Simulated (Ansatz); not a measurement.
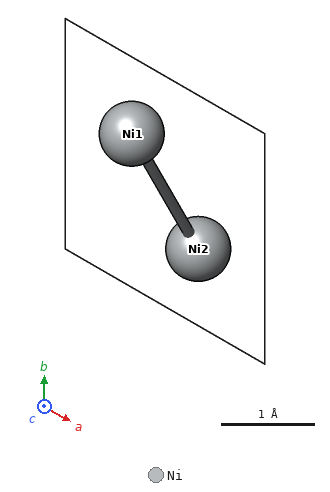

Figure 1. The input geometry (ball-and-stick view of the cell of the calculation, along the c axis; atoms are numbered from 1 in the order of the input).

Run report: Ni, geometry relaxation (part 1 of 2)

System: Ni (P6₃/mmc, 2 atoms in the cell).
Method: DFT PBE, scalar-relativistic, plane waves, PAW, spin-polarised (Ansatz 0.2.0).

The structure was built on a prototype by a generator; it need not be a known phase. Figures and captions count atoms from 1; the log counts them from 0 in places.

**Output**
```
Engine: ansatz 0.2.0, x86_64-unknown-linux-gnu
Pseudopotentials: kind: paw
Pseudopotential: Ni, paw, valence charge 18, recommended cutoff 420 eV (normal), Ni.paw.azcp
Functional definition: PBE
  parameter kappa = 0.804
  parameter beta = 0.06672455060314922
  exchange = pbe_x(kappa = kappa, mu = beta*pi^2/3)
  correlation = pbe_c(beta = beta)
Crystal: 2 atoms, lattice volume = 21.807 Å³
Basis set: ecut = 600 eV, 713 PW (Γ), exchange–correlation on 48×48×80 points (8 copies of the dense FFT grid, shifted against one another)
Bands: 23, of which v1, the nominal top of the filled ones, is band 18 counted from 1 (17 counted from 0)
Symmetry: 24 space group operations
Space group: P63/mmc (ITA 194), of the structure as read, at distance tolerance 2.8e-5 Å
Magnetic group: BNS 194.263 (UNI 1493), of the structure as read, at distance tolerance 2.8e-5 Å
k-points: 56 of 600
Non-local potential: Ni, projectors of the file, l = 0: 3, l = 1: 2, l = 2: 3, l = 3: 1
PAW form: soft (Blöchl's): semilocal exchange-correlation on the pseudo side does not see the compensation charge
PAW one-centre angular grid: Ni, 590 points (default); XC on 64 Gauss nodes
Initial density: superposition of atomic densities (chi_scale 0.1, normalization cell)
Starting moments: Σ|m| = 1.6 μB on 2 of 2 sites
Initial wavefunctions: pseudopotential atomic-orbital guess
Functional: x = pbe(κ = 0.804, μ = 0.2195149727645171), c = pbe(β = 0.06672455060314922)
iter 1 solved again at ethr=2.78e-3 eV; its pass at ethr=3.10e-3 eV (dr2=1.00e0 eV) is discarded
SCF iter   1: F=—  HF=-11677.826108 eV  |F-HF|=—  |Δ(HF+E_count)|=         —  Δρ=6.58e-2 (↑2.02e-2 ↓6.58e-2)  dr2=1.00e0  dr2_m=1.10e-1  M=1.620 μB ∫|m|=1.708 μB  β_m=0.30  ethr=2.78e-3  ⟨swp⟩=1.0  Hψ=13817  notcnv=0
Mixer restart at iter 1: flushing history
preconditioner: auto → none  [metal: Δε(μ)=0.016 eV  Ē_g=9.435 eV  σ=0.050 eV  W_gap=0.17  n_scr=8 (ndim 8)  ℏωp=35.6 eV  f_vac=0.000  D(μ)=3.45/eV (n_scr^D=54)  sad-step TF]
SCF iter   2: F=—  HF=-11677.721789 eV  |F-HF|=—  |Δ(HF+E_count)|=   1.04e-1  Δρ=2.50e-2 (↑2.50e-2 ↓1.43e-2)  dr2=2.40e-2  dr2_m=6.24e-2  M=1.611 μB ∫|m|=1.716 μB  β_m=0.31  ethr=2.78e-3  ⟨swp⟩=2.8  Hψ=4152  notcnv=0
SCF iter   3: F=—  HF=-11678.339480 eV  |F-HF|=—  |Δ(HF+E_count)|=         —  Δρ=2.12e-2 (↑2.12e-2 ↓5.00e-3)  dr2=4.18e-2  dr2_m=2.12e-2  M=1.563 μB ∫|m|=1.691 μB  β_m=0.31  ethr=6.66e-5  ⟨swp⟩=2.9  Hψ=6096  notcnv=0  defer=38
Mixer restart at iter 3: flushing history
SCF iter   4: F=—  HF=-11678.762058 eV  |F-HF|=—  |Δ(HF+E_count)|=   4.23e-1  Δρ=9.35e-3 (↑9.35e-3 ↓8.23e-3)  dr2=2.59e-2  dr2_m=2.04e-3  M=1.464 μB ∫|m|=1.615 μB  β_m=0.50  ethr=6.66e-5  ⟨swp⟩=3.1  Hψ=5052  notcnv=0  defer=39
SCF iter   5: F=—  HF=-11679.210196 eV  |F-HF|=—  |Δ(HF+E_count)|=   4.48e-1  Δρ=1.19e-2 (↑3.65e-3 ↓1.19e-2)  dr2=2.16e-2  dr2_m=7.30e-3  M=1.370 μB ∫|m|=1.543 μB  β_m=0.50  ethr=6.66e-5  ⟨swp⟩=3.3  Hψ=5436  notcnv=0  defer=49
SCF iter   6: F=—  HF=-11679.384936 eV  |F-HF|=—  |Δ(HF+E_count)|=   1.75e-1  Δρ=1.42e-2 (↑1.42e-2 ↓1.26e-2)  dr2=8.68e-2  dr2_m=5.80e-4  M=1.365 μB ∫|m|=1.542 μB  β_m=0.48  ethr=5.99e-5  ⟨swp⟩=3.0  Hψ=5959  notcnv=0  defer=52
SCF iter   7: F=—  HF=-11679.397368 eV  |F-HF|=—  |Δ(HF+E_count)|=   1.24e-2  Δρ=1.65e-3 (↑9.56e-4 ↓1.65e-3)  dr2=2.83e-4  dr2_m=2.13e-4  M=1.359 μB ∫|m|=1.539 μB  β_m=0.55  ethr=5.99e-5  ⟨swp⟩=2.2  Hψ=4506  notcnv=0  defer=53
SCF iter   8: F=—  HF=-11679.402558 eV  |F-HF|=—  |Δ(HF+E_count)|=   5.19e-3  Δρ=1.68e-3 (↑9.10e-4 ↓1.68e-3)  dr2=1.18e-4  dr2_m=3.09e-4  M=1.358 μB ∫|m|=1.540 μB  β_m=0.77  ethr=7.87e-7  ⟨swp⟩=2.0  Hψ=4559  notcnv=0  defer=53
SCF iter   9: F=—  HF=-11679.402508 eV  |F-HF|=—  |Δ(HF+E_count)|=   4.99e-5  Δρ=2.19e-4 (↑1.31e-4 ↓2.19e-4)  dr2=8.91e-6  dr2_m=1.99e-6  M=1.358 μB ∫|m|=1.540 μB  β_m=0.89  ethr=3.29e-7  ⟨swp⟩=1.8  Hψ=3310  notcnv=0  defer=53
SCF iter  10: F=—  HF=-11679.402508 eV  |F-HF|=—  |Δ(HF+E_count)|=   4.06e-7  Δρ=4.71e-5 (↑4.71e-5 ↓2.95e-5)  dr2=4.23e-7  dr2_m=1.27e-7  M=1.358 μB ∫|m|=1.540 μB  β_m=0.94  ethr=2.47e-8  ⟨swp⟩=2.1  Hψ=4390  notcnv=0  defer=53
SCF iter  11: F=—  HF=-11679.402508 eV  |F-HF|=—  |Δ(HF+E_count)|=   2.17e-8  Δρ=1.90e-5 (↑1.90e-5 ↓1.31e-5)  dr2=4.64e-9  dr2_m=5.12e-8  M=1.358 μB ∫|m|=1.540 μB  β_m=0.97  ethr=1.18e-9  ⟨swp⟩=2.1  Hψ=4159  notcnv=0  defer=53
SCF iter  12: F=-11679.402508 eV  HF=-11679.402508 eV  |F-HF|=5.04e-9  |Δ(HF+E_count)|=  2.24e-10  Δρ=8.42e-6 (↑2.10e-6 ↓8.42e-6)  dr2=7.32e-9  dr2_m=4.44e-9  M=1.358 μB ∫|m|=1.540 μB  ethr=1.29e-11  ⟨swp⟩=5.4  Hψ=11234  notcnv=0
SCF 1 converged in 12 iterations: F = -11679.402508 eV  dr2 = 7.32e-9
  greatest PAW one-centre occupation: 1.001 electrons in one spin orbital (limit 2), on the Ni atom at site 1 (counted from 0), in its partial waves of l = 1
relax step   1: F+E_penalty+E_count = -11679.40250810 eV  Δ(F+E_penalty+E_count) = +0.000e0 eV  max|allowed force component| = 1.850e-17 eV/Å  Δτ_max = 0.0000 Å  P = +0.388 GPa  Ω = 21.807 Å³  (12 SCF iters, dr2 threshold 1.00e-7 eV, accepted)
Crystal: 2 atoms, lattice volume = 21.829 Å³
Initial density: handed on by an earlier stage of this run
Starting moments: Σ|m| = 1.6 μB on 2 of 2 sites; this step starts from the density that it was given
Initial wavefunctions: those handed on with the density
iter 1 solved again at ethr=4.50e-8 eV; its pass at ethr=3.10e-3 eV (dr2=1.62e-5 eV) is discarded
SCF iter   1: F=—  HF=-11679.402661 eV  |F-HF|=—  |Δ(HF+E_count)|=         —  Δρ=2.60e-4 (↑1.71e-4 ↓2.60e-4)  dr2=1.43e-5  dr2_m=2.53e-6  M=1.359 μB ∫|m|=1.540 μB  β_m=0.65  ethr=4.50e-8  ⟨swp⟩=3.2  Hψ=14071  notcnv=0
preconditioner: auto → none  [metal: Δε(μ)=0.024 eV  Ē_g=10.084 eV  σ=0.050 eV  W_gap=0.26  n_scr=2 (ndim 8)  ℏωp=35.5 eV  f_vac=0.000  D(μ)=4.07/eV (n_scr^D=66)]
SCF iter   2: F=—  HF=-11679.402666 eV  |F-HF|=—  |Δ(HF+E_count)|=   4.74e-6  Δρ=2.66e-4 (↑2.39e-4 ↓2.66e-4)  dr2=2.65e-5  dr2_m=6.50e-7  M=1.359 μB ∫|m|=1.541 μB  β_m=0.30  ethr=3.97e-8  ⟨swp⟩=2.0  Hψ=4456  notcnv=0
SCF iter   3: F=—  HF=-11679.402658 eV  |F-HF|=—  |Δ(HF+E_count)|=   8.28e-6  Δρ=1.29e-4 (↑2.41e-5 ↓1.29e-4)  dr2=5.12e-7  dr2_m=9.39e-7  M=1.359 μB ∫|m|=1.540 μB  β_m=0.51  ethr=3.97e-8  ⟨swp⟩=2.8  Hψ=4485  notcnv=0
SCF iter   4: F=—  HF=-11679.402660 eV  |F-HF|=—  |Δ(HF+E_count)|=   2.31e-6  Δρ=2.84e-5 (↑2.38e-5 ↓2.84e-5)  dr2=3.35e-7  dr2_m=1.51e-8  M=1.359 μB ∫|m|=1.540 μB  β_m=0.71  ethr=1.42e-9  ⟨swp⟩=2.2  Hψ=4661  notcnv=0
SCF iter   5: F=—  HF=-11679.402660 eV  |F-HF|=—  |Δ(HF+E_count)|=   2.66e-7  Δρ=1.89e-5 (↑8.62e-6 ↓1.89e-5)  dr2=6.05e-8  dr2_m=1.14e-8  M=1.359 μB ∫|m|=1.541 μB  β_m=0.69  ethr=9.29e-10  ⟨swp⟩=2.2  Hψ=3380  notcnv=0
SCF iter   6: F=-11679.402660 eV  HF=-11679.402660 eV  |F-HF|=4.80e-8  |Δ(HF+E_count)|=   1.46e-7  Δρ=1.30e-5 (↑8.51e-6 ↓1.30e-5)  dr2=5.68e-8  dr2_m=1.44e-9  M=1.359 μB ∫|m|=1.541 μB  ethr=1.68e-10  ⟨swp⟩=3.5  Hψ=10323  notcnv=0
SCF 2 converged in 6 iterations: F = -11679.402660 eV  dr2 = 5.68e-8
relax step   2: F+E_penalty+E_count = -11679.40266037 eV  Δ(F+E_penalty+E_count) = -1.523e-4 eV  max|allowed force component| = 1.850e-17 eV/Å  Δτ_max = 0.0000 Å  P = +0.191 GPa  Ω = 21.829 Å³  energy of the carried Pulay correction = -2.503e-6 eV  (6 SCF iters, dr2 threshold 2.00e-7 eV, accepted)
Crystal: 2 atoms, lattice volume = 21.847 Å³
Basis set: ecut = 600 eV, 701 PW (Γ), exchange–correlation on 48×48×80 points (8 copies of the dense FFT grid, shifted against one another)
iter 1 solved again at ethr=5.49e-8 eV; its pass at ethr=3.10e-3 eV (dr2=1.98e-5 eV) is discarded
SCF iter   1: F=—  HF=-11679.402773 eV  |F-HF|=—  |Δ(HF+E_count)|=         —  Δρ=5.05e-4 (↑1.74e-4 ↓5.05e-4)  dr2=1.79e-5  dr2_m=1.29e-5  M=1.359 μB ∫|m|=1.541 μB  β_m=0.65  ethr=5.49e-8  ⟨swp⟩=3.0  Hψ=14644  notcnv=0
preconditioner: auto → none  [metal: Δε(μ)=0.015 eV  Ē_g=10.080 eV  σ=0.050 eV  W_gap=0.17  n_scr=2 (ndim 8)  ℏωp=35.5 eV  f_vac=0.000  D(μ)=4.13/eV (n_scr^D=72)]
SCF iter   2: F=—  HF=-11679.402776 eV  |F-HF|=—  |Δ(HF+E_count)|=   3.36e-6  Δρ=3.12e-4 (↑2.02e-4 ↓3.12e-4)  dr2=1.97e-5  dr2_m=3.32e-6  M=1.359 μB ∫|m|=1.541 μB  β_m=0.51  ethr=4.98e-8  ⟨swp⟩=2.1  Hψ=4285  notcnv=0
SCF iter   3: F=—  HF=-11679.402777 eV  |F-HF|=—  |Δ(HF+E_count)|=   6.34e-7  Δρ=2.27e-4 (↑1.55e-4 ↓2.27e-4)  dr2=1.07e-5  dr2_m=1.88e-6  M=1.359 μB ∫|m|=1.541 μB  β_m=0.46  ethr=4.98e-8  ⟨swp⟩=2.1  Hψ=4385  notcnv=0
SCF iter   4: F=—  HF=-11679.402774 eV  |F-HF|=—  |Δ(HF+E_count)|=   2.68e-6  Δρ=3.97e-5 (↑2.66e-5 ↓3.97e-5)  dr2=3.85e-7  dr2_m=9.03e-8  M=1.359 μB ∫|m|=1.541 μB  β_m=0.73  ethr=2.96e-8  ⟨swp⟩=2.0  Hψ=3729  notcnv=0
SCF iter   5: F=—  HF=-11679.402774 eV  |F-HF|=—  |Δ(HF+E_count)|=   2.83e-7  Δρ=9.61e-6 (↑6.21e-6 ↓9.61e-6)  dr2=2.49e-8  dr2_m=1.16e-9  M=1.359 μB ∫|m|=1.541 μB  β_m=0.73  ethr=1.07e-9  ⟨swp⟩=2.0  Hψ=4390  notcnv=0
SCF iter   6: F=-11679.402774 eV  HF=-11679.402774 eV  |F-HF|=5.40e-8  |Δ(HF+E_count)|=   5.40e-8  Δρ=1.30e-5 (↑9.60e-6 ↓1.30e-5)  dr2=6.70e-8  dr2_m=6.70e-10  M=1.359 μB ∫|m|=1.541 μB  ethr=6.92e-11  ⟨swp⟩=3.0  Hψ=9617  notcnv=0
SCF 3 converged in 6 iterations: F = -11679.402774 eV  dr2 = 6.70e-8
relax step   3: F+E_penalty+E_count = -11679.40277419 eV  Δ(F+E_penalty+E_count) = -1.138e-4 eV  max|allowed force component| = 7.662e-18 eV/Å  Δτ_max = 0.0000 Å  P = +0.031 GPa  Ω = 21.847 Å³  energy of the carried Pulay correction = -4.648e-6 eV  (6 SCF iters, dr2 threshold 2.00e-7 eV, accepted)
Initial wavefunctions: pseudopotential atomic-orbital guess (no wavefunctions were taken with the density)
iter 1 solved again at ethr=4.63e-10 eV; its pass at ethr=3.10e-3 eV (dr2=1.67e-7 eV) is discarded
SCF iter   1: F=—  HF=-11679.402776 eV  |F-HF|=—  |Δ(HF+E_count)|=         —  Δρ=2.03e-5 (↑2.03e-5 ↓1.87e-5)  dr2=1.52e-8  dr2_m=5.60e-10  M=1.359 μB ∫|m|=1.541 μB  β_m=0.65  ethr=4.63e-10  ⟨swp⟩=6.0  Hψ=24801  notcnv=0
preconditioner: auto → none  [metal: Δε(μ)=0.014 eV  Ē_g=10.079 eV  σ=0.050 eV  W_gap=0.16  n_scr=2 (ndim 8)  ℏωp=35.5 eV  f_vac=0.000  D(μ)=4.12/eV (n_scr^D=72)]
SCF iter   2: F=—  HF=-11679.402777 eV  |F-HF|=—  |Δ(HF+E_count)|=   1.01e-6  Δρ=8.74e-6 (↑8.74e-6 ↓7.28e-6)  dr2=8.79e-9  dr2_m=2.51e-10  M=1.359 μB ∫|m|=1.541 μB  β_m=0.37  ethr=4.24e-11  ⟨swp⟩=2.0  Hψ=4503  notcnv=0
SCF iter   3: F=—  HF=-11679.402777 eV  |F-HF|=—  |Δ(HF+E_count)|=   3.28e-8  Δρ=7.72e-6 (↑7.72e-6 ↓7.25e-6)  dr2=2.26e-9  dr2_m=2.29e-10  M=1.359 μB ∫|m|=1.541 μB  β_m=0.44  ethr=2.44e-11  ⟨swp⟩=2.4  Hψ=4314  notcnv=0
SCF iter   4: F=—  HF=-11679.402777 eV  |F-HF|=—  |Δ(HF+E_count)|=   1.66e-7  Δρ=1.84e-6 (↑1.50e-6 ↓1.84e-6)  dr2=4.15e-10  dr2_m=5.38e-11  M=1.359 μB ∫|m|=1.541 μB  β_m=0.62  ethr=6.27e-12  ⟨swp⟩=2.1  Hψ=3678  notcnv=0
SCF iter   5: F=—  HF=-11679.402777 eV  |F-HF|=—  |Δ(HF+E_count)|=   7.59e-9  Δρ=7.15e-7 (↑3.57e-7 ↓7.15e-7)  dr2=1.43e-10  dr2_m=8.16e-12  M=1.359 μB ∫|m|=1.541 μB  β_m=0.81  ethr=1.15e-12  ⟨swp⟩=2.1  Hψ=4141  notcnv=0
SCF iter   6: F=-11679.402777 eV  HF=-11679.402777 eV  |F-HF|=1.27e-11  |Δ(HF+E_count)|=  4.51e-10  Δρ=1.97e-7 (↑6.32e-8 ↓1.97e-7)  dr2=3.14e-12  dr2_m=1.44e-12  M=1.359 μB ∫|m|=1.541 μB  ethr=1.00e-12  ⟨swp⟩=3.6  Hψ=10329  notcnv=0
SCF 4 converged in 6 iterations: F = -11679.402777 eV  dr2 = 3.14e-12
relax step   4: F+E_penalty+E_count = -11679.40277702 eV  Δ(F+E_penalty+E_count) = -2.828e-6 eV  max|allowed force component| = 9.252e-18 eV/Å  Δτ_max = 0.0000 Å  P = +0.033 GPa  Ω = 21.847 Å³  stress off target by 3.74e-2 GPa  SCF on the basis re-selected at this cell (its energy is not comparable with the rows above)  (6 SCF iters)
```
